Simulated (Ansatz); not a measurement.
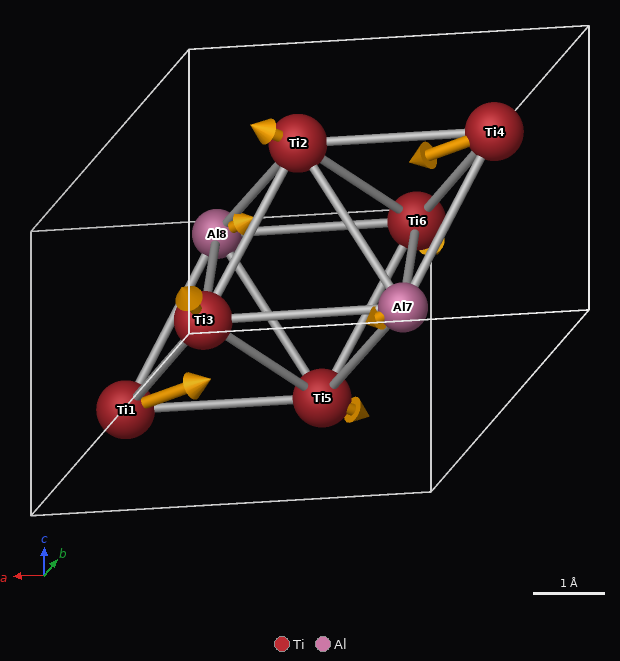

One vibrational mode of solid Ti3Al at the zone centre. The orange arrows are the displacements of the atoms (eigenvector over the root of the mass), of arbitrary overall length and sign. Style: ball-and-stick. Shown: the cell of the calculation, from a free direction.

Level of theory: DFT PBEsol, scalar-relativistic, plane waves, PAW (Ansatz). (plane-wave cutoff 420 eV; k-point mesh 12 × 12 × 10; occupations gaussian; smearing width 0.15 eV; no spin polarisation)

Question: What mode is this, and where does it lie in the spectrum?

Answer: This is the E₂g mode (doubly degenerate; one member of the set is drawn) at 146 cm⁻¹, the lowest optical level, Raman-active by symmetry. Atoms of one kind move against one another, with no net shift of any sublattice; the kinetic energy is shared as Ti 95 %, Al 5 %.
